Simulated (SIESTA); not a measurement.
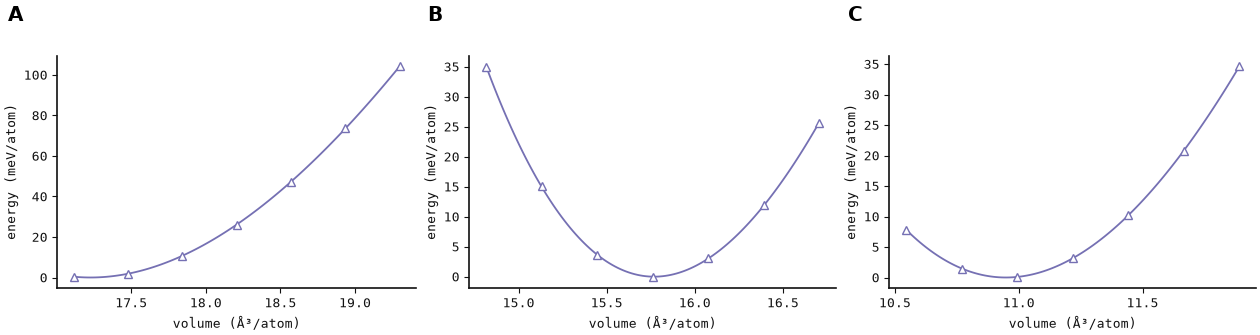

Each panel shows the energy against volume for one of these solids: Au, Im-3m (No. 229); CuAu₃, Pm-3m (No. 221); CuO, P4/mmm (No. 123).

Method: DFT in numerical atomic orbitals with pseudopotentials, no spin polarisation; energies at scaled volumes of the given cell, shape and fractions fixed, counted from the fit's minimum, third-order Birch-Murnaghan fit (SIESTA 5.4.2). Level: PBEsol.

Q: Which panel belongs to which solid?

A: A is Au (energy from 0 meV/atom to 104 meV/atom, V0 17.23 Å³/atom, B0 167 GPa); B is CuAu₃ (energy from −0.14 meV/atom to 35.02 meV/atom, V0 15.77 Å³/atom, B0 169 GPa); C is CuO (energy from 0.10 meV/atom to 34.65 meV/atom, V0 10.95 Å³/atom, B0 158 GPa).

For Au, limits of the calculation: mulliken charges of long orbitals; short basis over semicore shells; spin-orbit coupling left out, heavy elements.

For CuAu₃, limits of the calculation: mulliken charges of long orbitals; short basis over semicore shells; spin-orbit coupling left out, heavy elements.

For CuO, limits of the calculation: mulliken charges of long orbitals; short basis over semicore shells; shape and atomic fractions are frozen while scaling, which makes layered, chain and framework solids too stiff.
